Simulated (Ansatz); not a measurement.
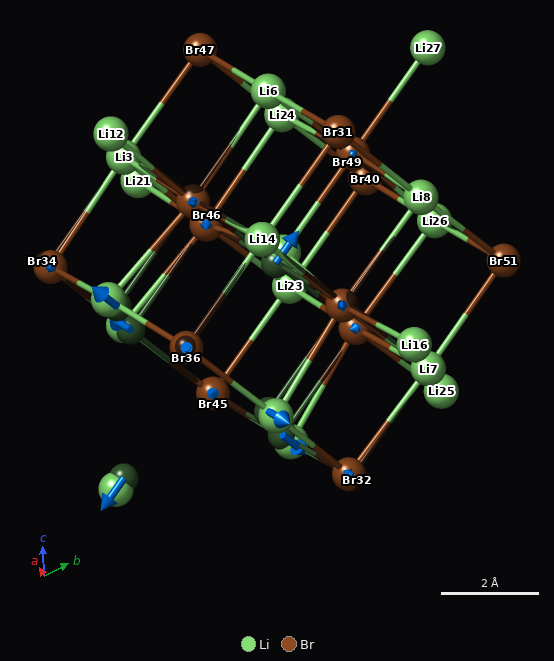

A relaxation of a defect cell of composition Li27Br26 (cell charge +1). The starting structure is drawn faded, the final one solid; blue arrows show the displacements, 3 times their true length.

The picture is a ball-and-stick view of the atoms within 5.8 Å of the atom that moves most (axes of the cell of the calculation (origin shifted)), seen from a free direction.

The calculation used Ansatz 0.2.0, DFT, PBE, plane-wave PAW, default files, scalar-relativistic. Set-up: plane-wave cutoff 420 eV; k-point mesh 2 × 2 × 2; occupations fermi dirac; smearing width 0.01 eV; no spin polarisation; atoms relaxed in a fixed cell; force threshold 0.03 eV/Å; at most 40 steps.

### What did the optimiser do to the structure, and how much energy did it gain?

Over 3 geometry steps the energy falls by 0.708 eV per cell of the calculation. The largest force component goes from 0.66 to 0.013 eV/Å. The largest moves, 0.28 Å, are those of Li atoms. By element the largest moves are Li 0.28 Å, Br 0.07 Å. The cell doesn't change. Among the contacts that change: Br–Li 2.723 → 2.494 Å, Br–Li 2.723 → 2.674 Å, Br–Li 2.723 → 2.762 Å, Br–Li 2.723 → 2.736 Å. Among the angles between lasting bonds that change: Li–Br–Li 90.0° → 104.0°, Br–Li–Br 180.0° → 166.0°, Li–Br–Li 180.0° → 171.7°.

Limits of the set-up: the cell is charged, on a uniform background, and energies carry no finite-size correction.
